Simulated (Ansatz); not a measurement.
```
W
1.0
    -2.01859    2.01859    0.00000
     0.00000    2.01859   -2.01859
    -9.68097   -9.00811   -9.34454
W
6
Direct
  0.27333 0.33333 0.86003
  0.72667 0.66667 0.13997
  0.96400 0.00000 0.71602
  0.34533 0.33333 0.42799
  0.65467 0.66667 0.57201
  0.03600 0.00000 0.28398
```

Space group P-1; a point of a scan over the structure, not its minimum; not relaxed (largest force 0.5 eV/Å); computed pressure about −6 GPa in this cell; PAW files of the earlier set (soft_1).

Theory: DFT PBE, scalar-relativistic, plane waves, PAW in Ansatz 0.2.0.

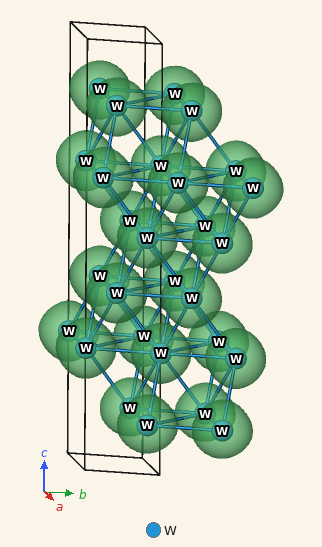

W. Isosurface of the valence pseudo-density at 0.5 e/Å³ (green), seen slightly off an axis. Sticks mark near contacts.

The density is the valence pseudo-density of a PAW calculation; it isn't the true density close to the nuclei.

> What does this surface tell about the bonding?

At this value the density breaks into separate islands; it holds about 75 % of the electrons treated as valence (semicore included). It bridges none of the near contacts. It is pinched off along the sampled W–W (2.85 Å) contacts. On the grid the lowest density along these lines, outside the cores, is 0.35 e/Å³ (W–W, 2.85 Å).
